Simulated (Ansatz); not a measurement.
The coordinates of a crystal:

Space group C2 (No. 5). a = 4.004 Å, b = 6.935 Å, c = 13.200 Å, α = 90.00°, β = 95.22°, γ = 90.00°
```tsv
atom	site	symmetry	x	y	z
Ge	4c	1	0.3970	0.6500	0.1568
Ge	4c	1	0.4530	0.6500	0.3432
Ge	4c	1	0.3782	0.3167	0.0941
Ge	4c	1	0.4718	0.9833	0.4059
```

> Summarise the structure in words.

The element is germanium. Space group C2 (No. 5), lattice base-centred monoclinic. The cell holds 16 atoms.

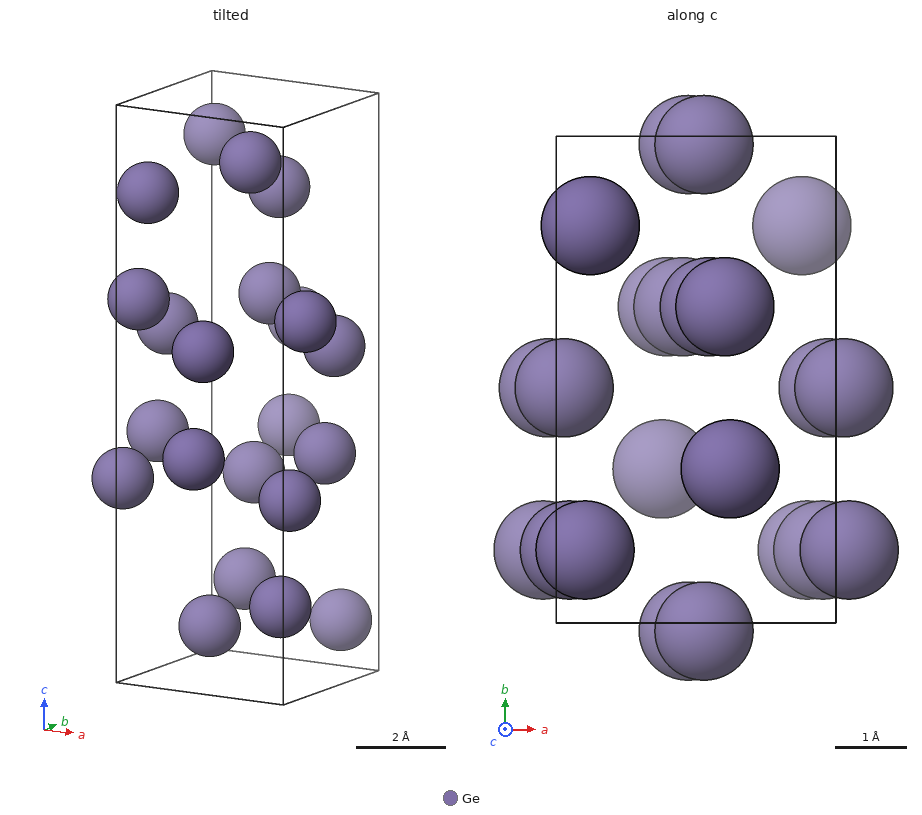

Structure drawing (spheres-only), viewed slightly off an axis and along the c axis. The edges of the conventional unit cell are marked.

It goes back to a structure listed in the Materials Project. The cell was then strained or its atoms displaced on purpose. It went into a calculation with Ansatz.

At this level of theory the run's own cell isn't at rest (forces up to 0.8 eV/Å), so its distances can differ from those at equilibrium, the more so the softer the solid.
